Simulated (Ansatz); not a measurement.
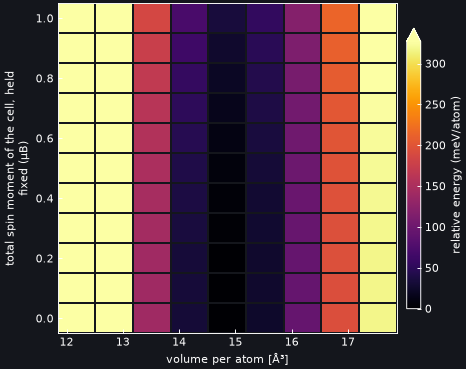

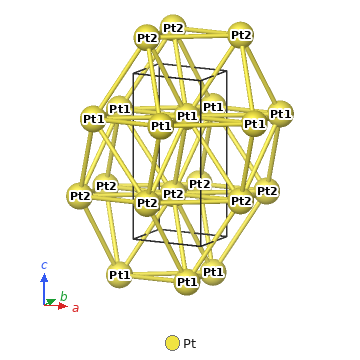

Energy landscape of Pt (P6_3/mmc, No. 194; 2 atoms in the cell). 
- The energy is mapped over volume and a fixed ferromagnetic moment.
- First axis: volume per atom. Second axis: total spin moment of the cell, held fixed.
- Nothing is relaxed (shape and fractional coordinates fixed).
- Grid: 9 × 11 points.
- Points are written as (first, second).
- All energies are given in meV/atom relative to the lowest grid point.
- The moment is held fixed and parallel; antiferromagnetic orders weren't tried.
- Level of theory: Ansatz, DFT LDA, scalar-relativistic, plane waves, PAW. Settings: cutoff 420 eV, k-mesh 21×21×10 in the order of the run's cell vectors, gaussian smearing 0.15 eV.

In the figure: one coloured cell a grid point, one colour for all values above the top of the scale. The second picture is the structure at the lowest point.

**Describe this landscape.**

The lowest grid point is at (14.85 Å³, 0.0 μB). It lies on the edge of the map, which is a mirror line here (the non-magnetic state). The highest grid point, (12.18 Å³, 1.0 μB), lies 752 meV/atom above the lowest.

The whole map (99 points run) took 8.7 min on 2 threads of Intel(R) Xeon(R) 6975P-C (Granite Rapids) (shared host).

PAW datasets: the set soft_1.
